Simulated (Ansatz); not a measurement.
Run report: PbO2, single-point calculation

- system: PbO2 (P4₂/mnm, 6 atoms in the cell)
- method: DFT PBE, scalar-relativistic, plane waves, PAW, no spin polarisation (Ansatz 0.2.0)

The structure was built on a prototype by a generator; it need not be a known phase.

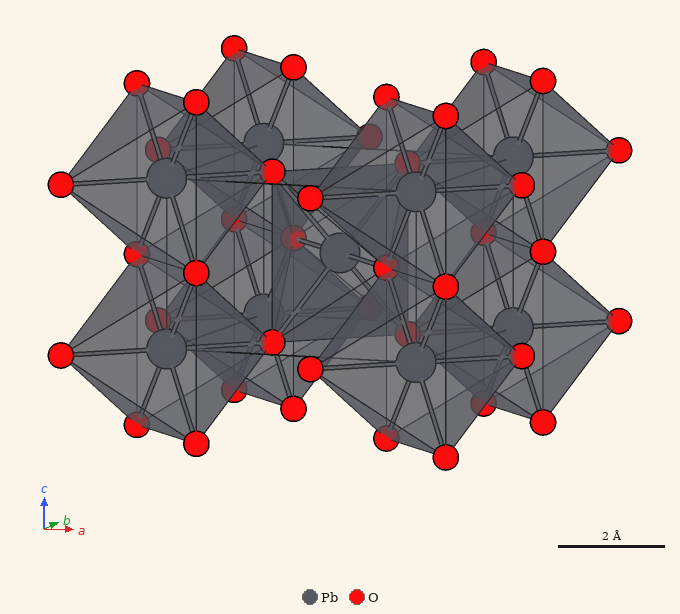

*The structure as given in the input (polyhedral view of the cell of the calculation, seen slightly off an axis; polyhedra are completed across the faces of the cell).*

Input:
```yaml
crystal:
  lattice:
    - [5.0567235523, 0.0, 0.0]
    - [0.0, 5.0567235523, 0.0]
    - [0.0, 0.0, 3.2565555144]
  atoms:
    - { symbol: Pb, position: [0.0, 0.0, 0.0] }
    - { symbol: Pb, position: [0.5, 0.5, 0.5] }
    - { symbol: O, position: [0.30496, 0.30496, 0.0] }
    - { symbol: O, position: [0.80496, 0.19504, 0.5] }
    - { symbol: O, position: [0.19504, 0.80496, 0.5] }
    - { symbol: O, position: [0.69504, 0.69504, 0.0] }
basis:
  ecutwfc: 420
kpoints:
  mp_grid: { grid: [4, 4, 6] }
hamiltonian:
  xc: pbe
scf:
  occupations: { method: gaussian, width: 0.1 }
output:
  forces: true
  stress: true
  eigenvalues: true
```

Run as:
```bash
ansatz run input.yaml --threads 2 --pin off --max-ram 5632MiB --backend cpu --events-out ev --progress --plain --runs-dir out
```

What the program printed:
```
Engine: ansatz 0.2.0, aarch64-unknown-linux-gnu
Pseudopotentials: kind: paw
Pseudopotential: Pb, paw, valence charge 14, recommended cutoff 420 eV (normal), Pb.paw.azcp
Pseudopotential: O, paw, valence charge 6, recommended cutoff 420 eV (normal), O.paw.azcp
Functional definition: PBE
  parameter kappa = 0.804
  parameter beta = 0.06672455060314922
  exchange = pbe_x(kappa = kappa, mu = beta*pi^2/3)
  correlation = pbe_c(beta = beta)
Crystal: 6 atoms, lattice volume = 83.272 Å³
Basis set: ecut = 420 eV, 1623 PW (Γ), exchange–correlation on 72×72×48 points (8 copies of the dense FFT grid, shifted against one another)
Bands: 32, of which v1, the nominal top of the filled ones, is band 26 counted from 1 (25 counted from 0)
Symmetry: 16 space group operations
Space group: P42/mnm (ITA 136), of the structure as read, at distance tolerance 4.4e-5 Å
k-points: 24 of 96
Non-local potential: Pb, projectors of the file, l = 0: 2, l = 1: 2, l = 2: 2, l = 3: 2
Non-local potential: O, projectors of the file, l = 0: 2, l = 1: 2, l = 2: 1
PAW form: soft (Blöchl's): semilocal exchange-correlation on the pseudo side does not see the compensation charge
PAW one-centre angular grid: Pb, 590 points (default); XC on 64 Gauss nodes
PAW one-centre angular grid: O, 110 points (default); XC on 64 Gauss nodes
Initial density: superposition of atomic densities (neutral atoms: chi_scale 0, normalization atom), corrected by the library's trained network
Initial wavefunctions: pseudopotential atomic-orbital guess
Functional: x = pbe(κ = 0.804, μ = 0.2195149727645171), c = pbe(β = 0.06672455060314922)
SCF iter   1: F=—  HF=-26077.205324 eV  |F-HF|=—  |Δ(HF+E_count)|=         —  Δρ=2.81e-3  dr2=4.49e-3  ethr=1.77e-3  ⟨swp⟩=6.8  Hψ=3577  notcnv=0  defer=2
preconditioner: auto → Resta (q_TF=auto, 2.522 Å⁻¹)  ε∞=4.1  [insulator: Δε(μ)=0.177 eV  Ē_g=16.564 eV  σ=0.100 eV  W_gap=0.77  n_scr=22 (ndim 8)  ℏωp=29.3 eV  f_vac=0.064  D(μ)=0.19/eV (n_scr^D=0)  ε∞_Penn≈4.1]
SCF iter   2: F=—  HF=-26077.205862 eV  |F-HF|=—  |Δ(HF+E_count)|=   5.38e-4  Δρ=1.26e-3  dr2=6.36e-4  ethr=8.63e-6  ⟨swp⟩=2.3  Hψ=1610  notcnv=0  defer=2
SCF iter   3: F=—  HF=-26077.206186 eV  |F-HF|=—  |Δ(HF+E_count)|=   3.24e-4  Δρ=6.17e-4  dr2=2.32e-4  ethr=1.22e-6  ⟨swp⟩=2.4  Hψ=984  notcnv=0
automatic band count: iteration 3 solves 31 bands in place of 32: the levels show a gap, and the empty bands left out lie too high to hold charge; the band table lists the bands solved (type scf.n_extra_bands for more)
SCF iter   4: F=—  HF=-26077.206378 eV  |F-HF|=—  |Δ(HF+E_count)|=   1.93e-4  Δρ=9.12e-5  dr2=7.87e-6  ethr=4.45e-7  ⟨swp⟩=2.1  Hψ=1196  notcnv=0
SCF iter   5: F=—  HF=-26077.206219 eV  |F-HF|=—  |Δ(HF+E_count)|=   1.60e-4  Δρ=2.13e-5  dr2=3.84e-7  ethr=1.51e-8  ⟨swp⟩=2.4  Hψ=1349  notcnv=0
SCF iter   6: F=-26077.206219 eV  HF=-26077.206219 eV  |F-HF|=1.42e-8  |Δ(HF+E_count)|=   4.76e-7  Δρ=4.53e-6  dr2=2.29e-8  ethr=1.92e-10  ⟨swp⟩=10.2  Hψ=3949  notcnv=0
SCF 1 converged in 6 iterations: F = -26077.206219 eV  dr2 = 2.29e-8
  greatest PAW one-centre occupation: 0.988 electrons in one spin orbital (limit 2), on the Pb atom at site 1 (counted from 0), in its partial waves of l = 2
SCF converged after 6 iterations
Free energy (F): -26077.206219 eV
Harris-Foulkes:  -26077.206219 eV  (|F-HF|=1.42e-8)
Internal energy: -26077.205286 eV  (E = F + TS)
E sigma→0 (E₀):  -26077.205753 eV
Entropy (-TS):   -0.000933 eV (-0.155 meV/atom)
Fermi energy:    8.198678 eV
--- Per-component energies (eV) ---
  E_band       = -74.084010
  E_kinetic    = 1286.163047
  E_local      = -3439.467546  (includes V_loc(G=0)·N_el)
  E_nonlocal   = 905.138600
  E_hartree    = 1329.346433
  E_xc         = -727.449568
  E_vxc        = -631.333656  (∫ρ·V_xc dr)
  E_paw        = -21469.829241  (= ΣΔE_a)
  E_vpaw       = -853.287452  (= ΣTr[D̂ρ^β])
  E_aug_tail   = 0.009747  (compensation charges beyond the density's cutoff)
  E_ewald      = -3961.116758
  E_smearing   = -0.000933  (= −TS)
  E_closure    = 0.000000  (closes the sum)
  Σ components = -26077.206219   (vs F -26077.206219, Δ=0.00e0)
--- Forces (eV/Å), atoms counted from 1 ---
  atom   1  Pb     0.00000000    -0.00000000     0.00000000
  atom   2  Pb     0.00000000     0.00000000     0.00000000
  atom   3  O      0.01599438     0.01599438     0.00000000
  atom   4  O      0.01599438    -0.01599438     0.00000000
  atom   5  O     -0.01599438     0.01599438     0.00000000
  atom   6  O     -0.01599438    -0.01599438     0.00000000
  max |Σ_I F_I| component: 1.04e-17 eV/Å
--- Stress (GPa, compression-positive) ---
        7.625559       0.000000       0.000000
        0.000000       7.625559       0.000000
        0.000000       0.000000      17.286354
  P = ⅓ Tr σ = 10.8458 GPa (108.458 kbar)
--- Band table (eV; the first three rows and the last of 24) ---
  k-point 0: bands = ["-10.2616", "-10.1294", "-8.4794", "-8.4794", "-7.4262", "-7.1993", "-7.1215", "-7.1215", "-6.9234", "-6.8490", "-6.7693", "-6.7573", "-6.7573", "-4.7195", "-0.0299", "4.6264", "4.6264", "5.1044", "6.0392", "6.1403", "6.5114", "7.5094", "7.5094", "7.7165", "7.7165", "7.9417", "8.2663", "13.0233", "14.4676", "14.4676", "17.8296"]
  k-point 1: bands = ["-10.0196", "-9.9520", "-9.0050", "-9.0050", "-7.3506", "-7.0995", "-6.9019", "-6.8429", "-6.8429", "-6.8390", "-6.7686", "-6.3985", "-6.3985", "-4.9170", "-0.1128", "4.3652", "4.8685", "4.8685", "4.9542", "6.1601", "6.5951", "6.7978", "6.7978", "7.6392", "7.6392", "8.0895", "9.2712", "13.1615", "15.4534", "15.4534", "16.8502"]
  k-point 2: bands = ["-9.5995", "-9.5995", "-9.5477", "-9.4935", "-7.1098", "-6.9360", "-6.9360", "-6.8895", "-6.8513", "-6.7852", "-6.7745", "-5.5566", "-5.4446", "-5.4446", "-0.0181", "2.3584", "4.8331", "5.0411", "5.0411", "5.8722", "5.9343", "5.9343", "6.5102", "7.5376", "7.5376", "7.6250", "10.9398", "12.9549", "16.3088", "17.2340", "17.2340"]
  k-point 23: bands = ["-9.8472", "-9.8472", "-9.2362", "-9.2362", "-6.9905", "-6.9905", "-6.7916", "-6.7916", "-6.7331", "-6.7331", "-6.4121", "-6.4121", "-5.0377", "-5.0377", "0.3282", "0.3282", "4.1406", "4.1406", "6.1524", "6.1524", "6.2166", "6.2166", "7.4985", "7.4985", "7.5699", "7.5699", "11.1031", "11.1031", "16.6925", "16.6925", "17.9038"]
```

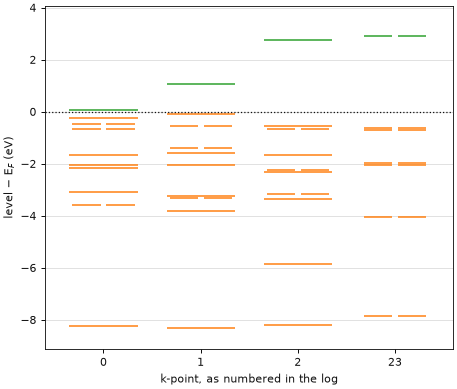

*Kohn–Sham levels near the Fermi level (dotted) at the few k-points that the log prints; levels within 0.02 eV of each other stand side by side.*

Among these points the highest filled and lowest empty levels are 0.18 eV apart, which is the gap on the mesh.

Key numbers:

| quantity | value |
| --- | --- |
| outcome | converged |
| space group (tolerance 0.01 Å) | P4₂/mnm (136) |
| electrons treated | 52 |
| free energy | −26077.2062 eV |
| Fermi energy | 8.199 eV |
| gap on the k-point mesh | 0.18 eV |
| pressure | 10.85 GPa |
| largest force (length of the vector) | 0.023 eV/Å |
| hardware | 2 threads of Arm Neoverse N1, 24 GiB of memory available, shared host |
| wall time | 3.2 s (CPU time 6.1 s) |
| peak memory | 0.36 GiB |

Remarks:

Spin–orbit coupling is left out, which matters for Pb.
